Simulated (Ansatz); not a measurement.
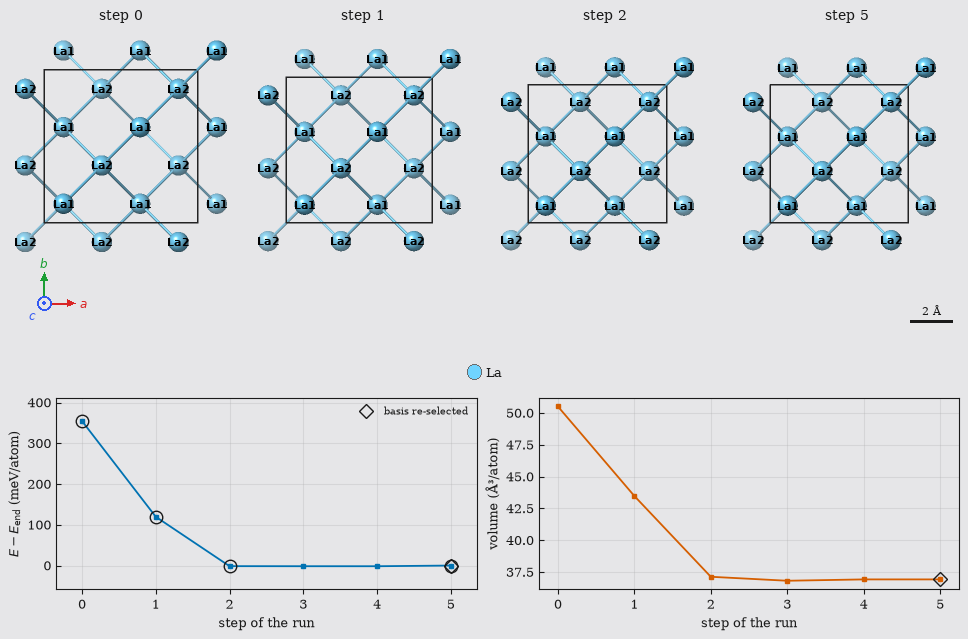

Frames of a relaxation of a crystal of La (a generated structure, set up in Fd-3m), marked on the history of the run. Style: ball-and-stick. Shown: the conventional cell (4 times the calculation's cell), along the c axis. Lengths and directions refer to the drawn axes.

Phase: diamond.

The calculation used Ansatz 0.2.0, DFT, r2SCAN, plane waves (500 eV) with PAW, scalar-relativistic. (plane-wave cutoff 500 eV; k-point mesh 8 × 8 × 8; occupations fermi dirac; smearing width 0.1 eV; no spin polarisation; cell and atoms relaxed; force threshold 0.01 eV/Å; at most 60 steps)

**What happens along the run?**

The energy falls by 355 meV per atom in 4 accepted moves (5 points after the start). All forces vanish by symmetry, so only the cell relaxes. Pressure: −5.46 GPa at the start and 0.00 GPa at the end. At 1 point the geometry stayed and the basis and grid were re-selected for the new cell (energy shift of 1.7 meV per atom at most each time). No atom moves by more than 0.005 Å relative to the cell. The drawn cell changes as follows: a = b = c 7.393 → 6.660 Å (−9.9 %); the volume changes by −26.9 %. Some distances before and after: La1–La2 3.201 → 2.884 Å. The space group stays Fd-3m (No. 227). The run took 69 s on 1 thread of Intel(R) Xeon(R) Platinum 8259CL CPU @ 2.50GHz (Skylake/Cascade Lake), with other jobs on the host, peak memory 0.87 GiB. From step 0 to 1: volume −13.9 %, energy −235 meV per atom. From step 1 to 2: volume −14.6 %, energy −121 meV per atom. From step 2 to 5: volume −0.6 %, energy +1.5 meV per atom.
